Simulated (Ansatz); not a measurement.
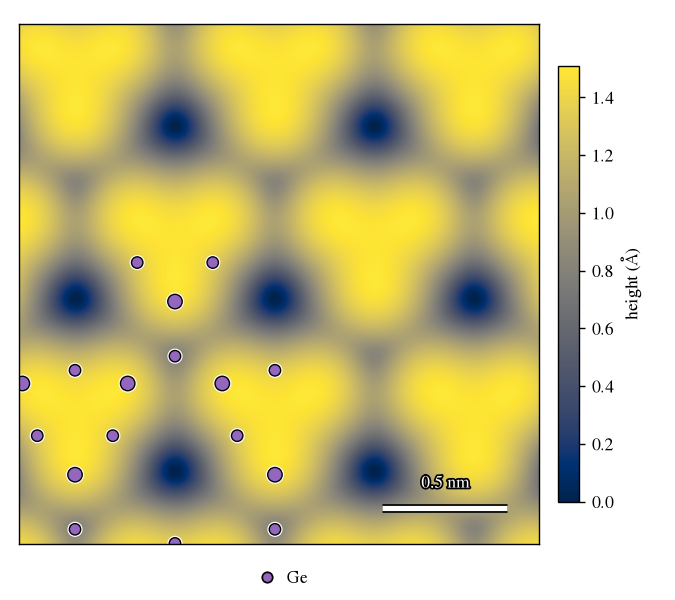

Constant-current image at a set point of 1.4 × 10⁻⁶ e/Å³ of Ge(001) (P6_3/mmc bulk, the cell from a database of computed structures, not from a measurement, 6 atomic planes (those closer than 0.6 Å count as one), 8 Å) with one Ge vacancy in a 2 × 2 cell, sample bias −0.25 V. The atoms seen from above are drawn over one corner (deeper ones smaller).

The STM signal is simulated in the Tersoff–Hamann approximation. Bias windows are sharp sums over the levels of the k mesh.

The calculation used DFT PBE, scalar-relativistic, plane waves, PAW (Ansatz). Cutoff 420 eV, 9 × 9 k-points, Gaussian smearing 0.1 eV, dipole correction. The slab is a cut without reconstruction beyond its cell, at the source's lattice constants, with its lower half held fixed and the rest relaxed. The defects repeat every 8.0 Å and interact, so states at the Fermi level and the work function belong to this dense array. This isn't the element's usual diamond form. No spin polarisation. The run warns that the functional's potential is rough in the thin density of the vacuum, where the tip is; weak contrasts and barriers may feel it.

Which atoms or sites appear bright, which dark, and how strong is the contrast?

The brightest spots lie over points 1.0 Å to the side of the top Ge atoms and the top Ge atoms; the darkest points are over the vacancy. The corrugation is 1.5 Å at a mean tip height of 4.4 Å.
